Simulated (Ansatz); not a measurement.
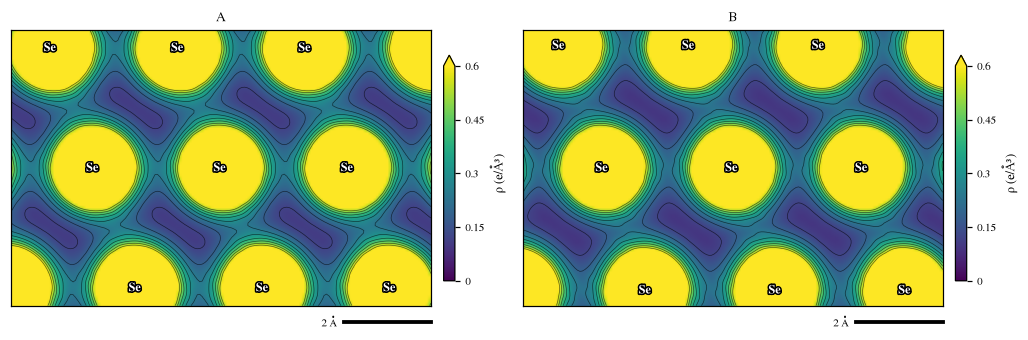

Se. The valence pseudo-density of two cells that differ in size, on the (100) plane of each (indices in the axes of the calculation cell), at one length scale and on one colour scale: B has 20.4 Å³ an atom and A 19.2.

All numbers below come from Ansatz 0.2.0, DFT PBEsol, scalar-relativistic, plane waves, PAW.

Core electrons are frozen (PAW), and the valence fields are smoothed inside the atomic spheres.

What does the compression do to the bonding and the properties?

Answer. From the larger cell to the smaller, Se–Se goes from 2.98 to 2.92 Å, and the density at its midpoint from 0.23 to 0.25 e/Å³; the pressure goes from −4.3 to 0.0 GPa.
